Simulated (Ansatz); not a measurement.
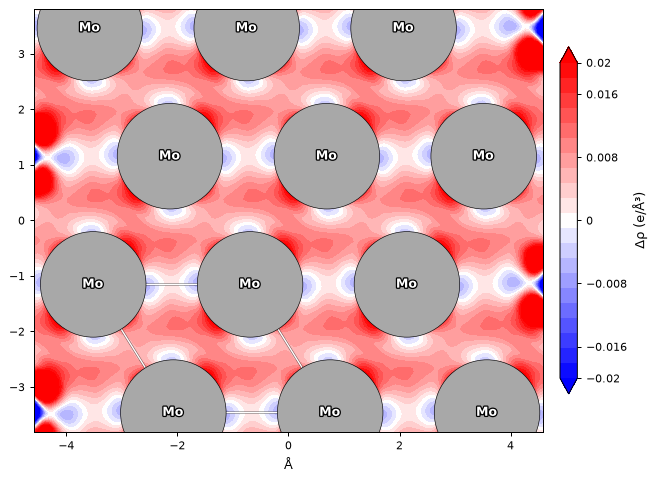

Mo. Difference of the valence pseudo-densities of two functionals at the same geometry, on the (001) plane of the calculation cell: r2SCAN0 less LDA.

Space group P-1; a structure from a database of computed crystals, not necessarily the ambient phase.

Both computed with Ansatz (plane waves, PAW), on the same k-point mesh. Grey discs cover the atomic cores.

**Where does the change of functional move the electrons?**

Against LDA, r2SCAN0 gives a change of +0.010 e/Å³ at the midpoint of Mo–Mo.
